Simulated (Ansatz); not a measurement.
System: ZnS, space group P6_3mc (No. 186).

Starting cell:
```xyz
4
Lattice="3.8110 0.0000 0.0000 -1.9055 3.3004 0.0000 0.0000 0.0000 6.2340" Properties=species:S:1:pos:R:3 pbc="T T T"
Zn    0.0000    2.2003    0.0000
Zn    1.9055    1.1001    3.1170
S     0.0000    2.2003    2.4001
S     1.9055    1.1001    5.5171
```

Input of one of the runs behind the figure:
```
crystal:
  lattice:
    - [3.8109987816, 0.0, 0.0]
    - [-1.9054993908, 3.3004217586, 0.0]
    - [0.0, 0.0, 6.234]
  atoms:
    - { symbol: Zn, position: [0.3333333333, 0.6666666667, 0.0] }
    - { symbol: Zn, position: [0.6666666667, 0.3333333333, 0.5] }
    - { symbol: S, position: [0.3333333333, 0.6666666667, 0.385] }
    - { symbol: S, position: [0.6666666667, 0.3333333333, 0.885] }
kpoints:
  mp_grid: { grid: [8, 8, 5] }
  band_path:
    path:
      - [0.0, 0.0, 0.0]
      - [0.5, 0.0, 0.0]
      - [0.3333333333, 0.3333333333, 0.0]
      - [0.0, 0.0, 0.0]
      - [0.0, 0.0, 0.5]
      - [0.5, 0.0, 0.5]
      - [0.3333333333, 0.3333333333, 0.5]
      - [0.0, 0.0, 0.5]
      - [0.5, 0.0, 0.5]
    npoints: 8
scf:
  occupations: { method: fermi_dirac, width: 0.03 }
hamiltonian:
  xc: pbesol
  pseudopotentials: { kind: all_electron, datasets: crystal }
output:
  forces: true
  stress: true
  eigenvalues: true
  efg: { contact_densities: true }
```

Launched with:
```bash
ansatz run input.yaml --threads 1 --pin off --max-ram 4096MiB --backend cpu --events-out ev --progress --plain --runs-dir out
```

Method: periodic Kohn-Sham DFT of a crystal at fixed atoms, scaled to the stated factor times the given cell; pressure positive in compression (Ansatz 0.2.0). Level: PBEsol.

- method: all-electron PAW
- relativity: scalar
- k mesh: 8×8×5
- occupations: Fermi–Dirac
- smearing width: 0.03 eV
- nucleus: Gaussian

V(given) is 19.60 Å³/atom.

What does the calculation give for the pressure against V/V(given)? The V/V(given) takes the values 0.94, 0.98, 1.00, 1.01, 1.04.

The pressure falls from 3.877 GPa at V/V(given) 0.94 to −3.886 GPa at 1.04, and changes sign near 0.98. The volume at zero pressure from a fit of the pressures is 19.3 Å³/atom. The bulk modulus from that fit is 78.7 GPa.

| V/V(given) | pressure (GPa) |
| --- | --- |
| 0.94 | 3.877 |
| 0.98 | 0.249 |
| 1.00 | −1.284 |
| 1.01 | −1.991 |
| 1.04 | −3.886 |

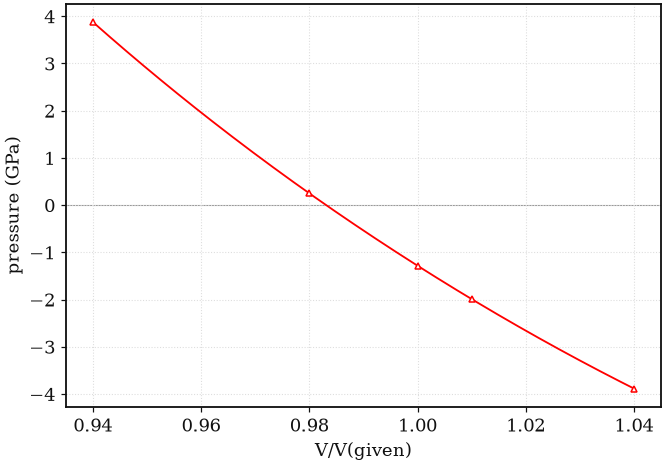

Caveats: shape and atomic fractions are frozen while scaling, which makes layered, chain and framework solids too stiff.
